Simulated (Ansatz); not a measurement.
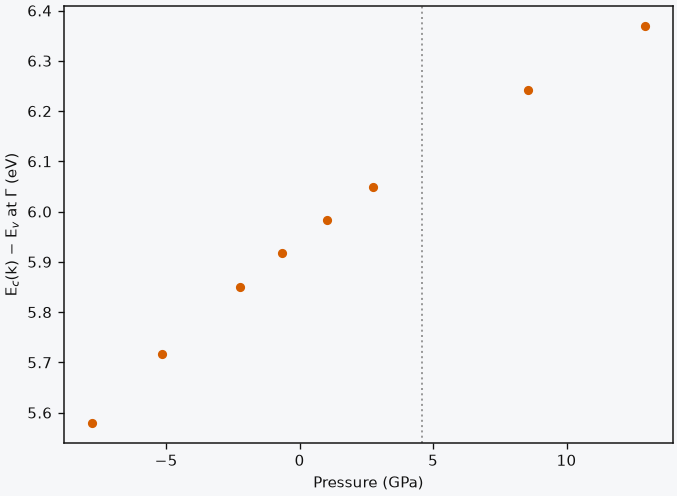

Lowest conduction level at Γ, counted from the valence-band top at Γ. One run is left out (dotted line).

System: SiO2, space group I-42d (No. 122), 6 atoms in the primitive cell. The cell is scaled at fixed shape and fractional positions. At 14.07 Å³/atom, a = 4.748 Å, c = 7.488 Å (tetragonal axes). Ansatz 0.2.0; PBEsol, all-electron LAPW, no spin polarisation, no spin-orbit coupling, 7×7×7 k mesh, Fermi-Dirac smearing of 0.03 eV.

| pressure | Γ (eV) | volume (Å³/atom) |
| --- | --- | --- |
| −7.8 GPa | 5.58 | 14.91 |
| −5.2 GPa | 5.72 | 14.63 |
| −2.2 GPa | 5.85 | 14.35 |
| −0.7 GPa | 5.92 | 14.21 |
| 1.0 GPa | 5.98 | 14.07 |
| 2.8 GPa | 6.05 | 13.93 |
| 8.6 GPa | 6.24 | 13.51 |
| 12.9 GPa | 6.37 | 13.22 |

> Fill in the row for 4.6 GPa.

A fit through the other points gives 6.12 eV at Γ (a parabola). The run itself gives 6.11 eV, within 0.01 eV of the estimate.

> What is the pressure coefficient?

A straight line through the points has a slope of +38 at Γ (meV per GPa). The points bend away from straight lines by up to 0.05 eV, so these are means over the range.

LDA, GGA and most meta-GGA functionals understate gaps. The usual form of SiO2 is α-quartz. A mesh with an odd division misses points of the zone boundary, where a smaller gap can lie.
